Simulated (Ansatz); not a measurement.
This input was run:

```
crystal:
  lattice:
    - [5.6582750428, 0.0, 0.0]
    - [-2.8291375214, 6.3261438155, 0.0]
    - [0.0, 0.0, 26.387058868]
  atoms:
    - { symbol: As, position: [0.1, 0.7, 0.2842302372] }
    - { symbol: Ga, position: [0.7, 0.4, 0.3082046553] }
    - { symbol: As, position: [0.8, 0.1, 0.3321790733] }
    - { symbol: Ga, position: [0.4, 0.8, 0.3561534914] }
    - { symbol: As, position: [0.5, 0.5, 0.3801279095] }
    - { symbol: Ga, position: [0.1, 0.2, 0.4041023276] }
    - { symbol: As, position: [0.2, 0.9, 0.4280767457] }
    - { symbol: Ga, position: [0.8, 0.6, 0.4520511638] }
    - { symbol: As, position: [0.9, 0.3, 0.4760255819] }
    - { symbol: Ga, position: [0.5, 0.0, 0.5] }
    - { symbol: As, position: [0.6, 0.7, 0.5239744181] }
    - { symbol: Ga, position: [0.2, 0.4, 0.5479488362] }
    - { symbol: As, position: [0.3, 0.1, 0.5719232543] }
    - { symbol: Ga, position: [0.9, 0.8, 0.5958976724] }
    - { symbol: As, position: [0.0, 0.5, 0.6198720905] }
    - { symbol: Ga, position: [0.6, 0.2, 0.6438465086] }
    - { symbol: As, position: [0.7, 0.9, 0.6678209267] }
    - { symbol: Ga, position: [0.3, 0.6, 0.6917953447] }
    - { symbol: As, position: [0.4, 0.3, 0.7157697628] }
basis:
  ecutwfc: 420
kpoints:
  mp_grid: { grid: [7, 6, 1] }
hamiltonian:
  xc: pbesol
scf:
  occupations: { method: gaussian, width: 0.05 }
output:
  forces: true
  eigenvalues: true
  write_density: true
  write_potential: true
  elf: true
  volumetric_format: npy
relax:
  adjacent_minimum: "off"
  f_tol: 0.02
  max_steps: 60
efield:
  axis: 3
  dipole_correction: true
  ramp_width: 0.04
```

Run as:
```bash
ansatz run input.yaml --threads 4 --pin off --max-ram 10240MiB --backend cpu --events-out ev --progress --plain --runs-dir out
```

What does the potential across the slab give for the work function?

The work function is 4.80 eV, the same on both faces. The two vacuum levels agree, so the slab has no net dipole along its normal. The outermost atoms are 11.2 Å apart, which leaves 15.2 Å of vacuum in a cell 26.4 Å high.

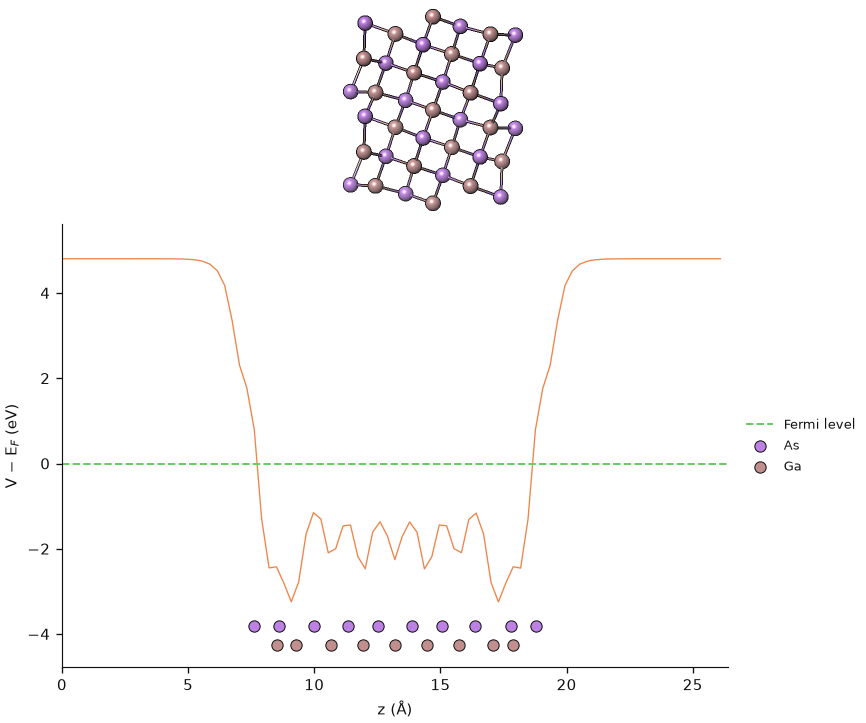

Plane-averaged electrostatic potential energy of an electron across the slab; circles at the bottom mark the heights of the atoms (positions after relaxation). The structure is drawn too.
